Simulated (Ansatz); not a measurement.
**CaSe: density, localisation and related maps**

```
Ca Se
1.0
     5.79151    0.00000    0.00000
     0.00000    5.79151    0.00000
     0.00000    0.00000    5.79151
Ca Se
4 4
Direct
  0.00000 0.00000 0.00000
  0.50000 0.50000 0.00000
  0.50000 0.00000 0.50000
  0.00000 0.50000 0.50000
  0.50000 0.00000 0.00000
  0.00000 0.50000 0.00000
  0.00000 0.00000 0.50000
  0.50000 0.50000 0.50000
```

Space group Fm-3m.

All numbers below come from Ansatz, DFT LDA, scalar-relativistic, plane waves, PAW.

Core electrons are frozen (PAW), and the valence fields are smoothed inside the atomic spheres.

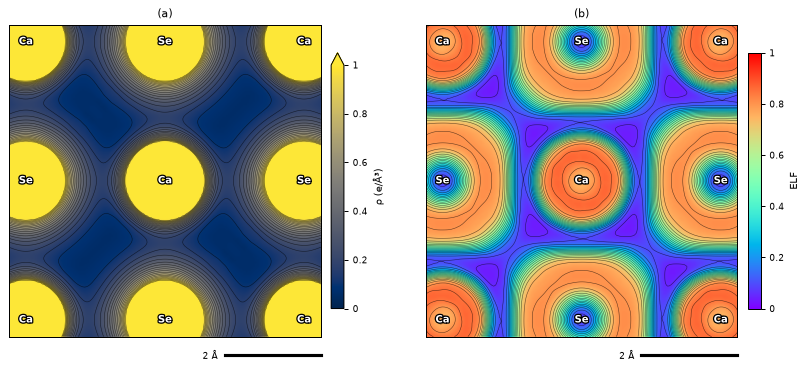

Figure 1. (a) valence pseudo-density; (b) electron localisation function on the (001) plane of the conventional cell.

Question: What do the fields say about this system?

Answer:
- The plane passes through Ca and Se nuclei.
- Ca–Se (2.90 Å): the density is about 0.21 e/Å³ at the midpoint, with its minimum of 0.18 e/Å³ about 1.3 Å from Ca; the ELF is about 0.35 at the midpoint; a closed-shell, largely ionic contact.
- Between the atoms the lowest density in this plane is 0.06 e/Å³.
- The features right at Ca lie inside the PAW spheres, where the map follows smoothed inner orbitals and isn't to be read closely.

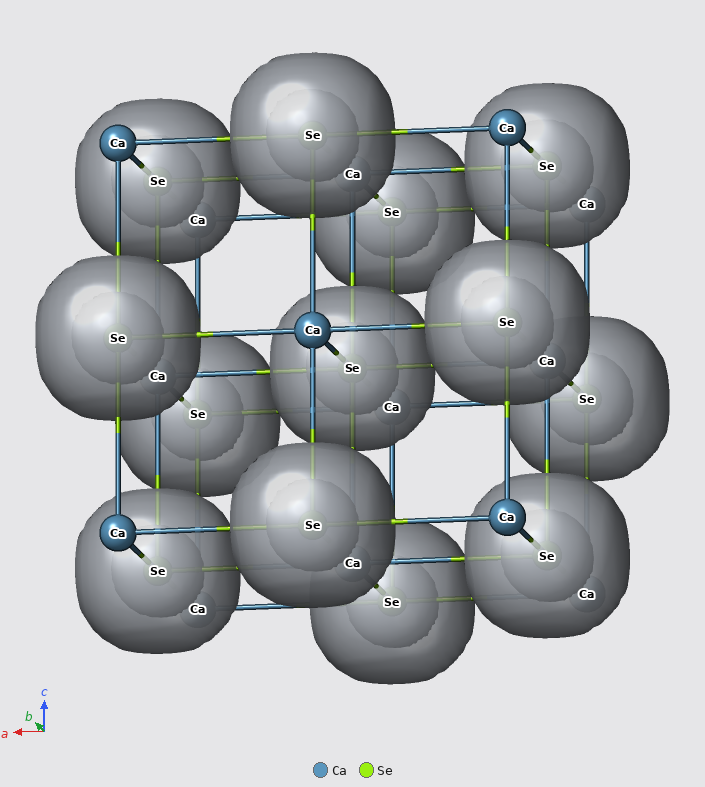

Figure 2. Isosurface of the electron localisation function at 0.75 (grey), seen at an oblique angle. Only the valence region is drawn (cores and ρ < 0.01 e/Å³ removed). Sticks mark near contacts.

Question: Identify the bonds, lone pairs and shells in this picture.

Answer: At this value the surface marks out four regions wrapped around Se (the valence shell of each), counted in one cell of 8 atoms. Any copies at cell faces, edges or corners count once.

Question: Metal or insulator at this level of theory?

Answer: It is gapped, with a Kohn–Sham gap of 1.7 eV on the k-point mesh (the band edges may lie off the mesh, which would make the gap smaller).
